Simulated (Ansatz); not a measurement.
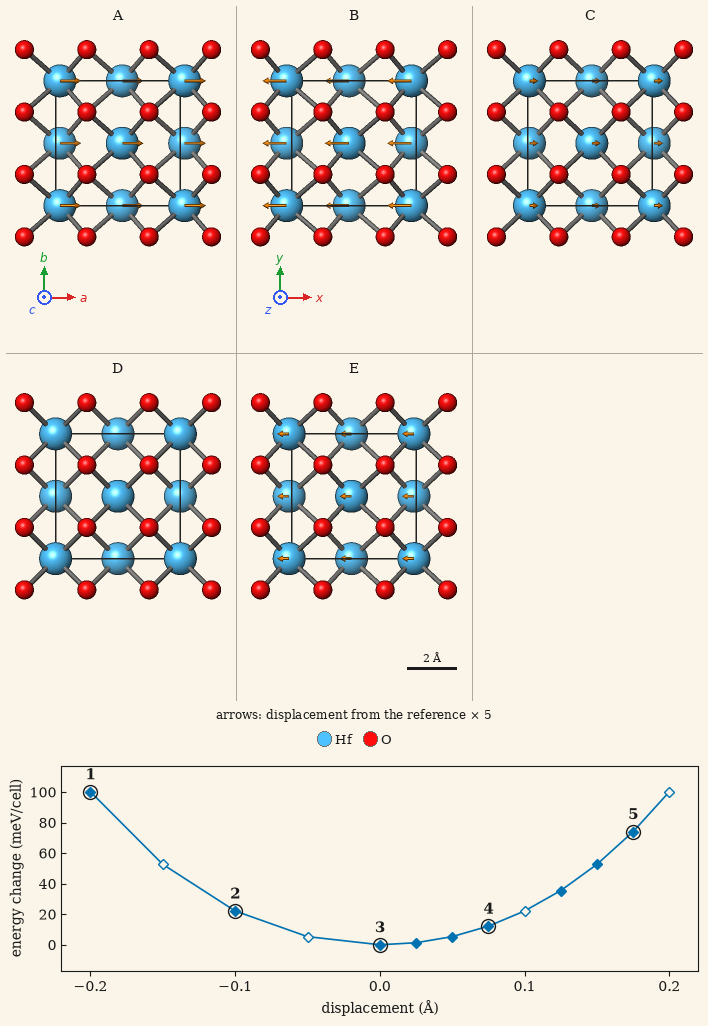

A scan of crystalline HfO₂ (Fm-3m): the whole Hf sublattice is shifted rigidly, along Cartesian [1 0 0], all else fixed. The frames are shuffled; the numbered points of the plot belong to them. Hollow markers are points alike by symmetry, not computed again. The picture is a ball-and-stick view of the conventional cell (4 times the calculation's cell), seen along the c axis. Orange arrows: displacements from the reference. Lengths and directions refer to the drawn axes.

The calculation used Ansatz, DFT PBE, scalar-relativistic, plane waves, PAW. Set-up: plane-wave cutoff 420 eV; k-point mesh 8 × 8 × 8; occupations gaussian; smearing width 0.05 eV; no spin polarisation. Energies (free energies at the smearing named) are counted from the cell as listed in its source, which wasn't relaxed.

**Match the frames to the points.**

Point 1 is frame B (the displacement −0.20 Å, 100.2 meV/cell); 2 is frame E (the displacement −0.10 Å, 22.1 meV/cell); 3 is frame D (the displacement 0.00 Å, 0.0 meV/cell); 4 is frame C (the displacement 0.075 Å, 12.2 meV/cell); 5 is frame A (the displacement 0.175 Å, 74.1 meV/cell). Of the computed points the lowest is at the displacement 0.00 Å, 0.0 meV/cell. The end points stand at 100.2 meV/cell (−0.20 Å) and 100.2 meV/cell (0.20 Å). The curvature at zero is about 4.3 eV/Å² per cell. The well is symmetric. At the highest point the shortest interatomic distance is 2.11 Å, against 2.21 Å in the reference. The distortion takes the space group from Fm-3m to I4mm.
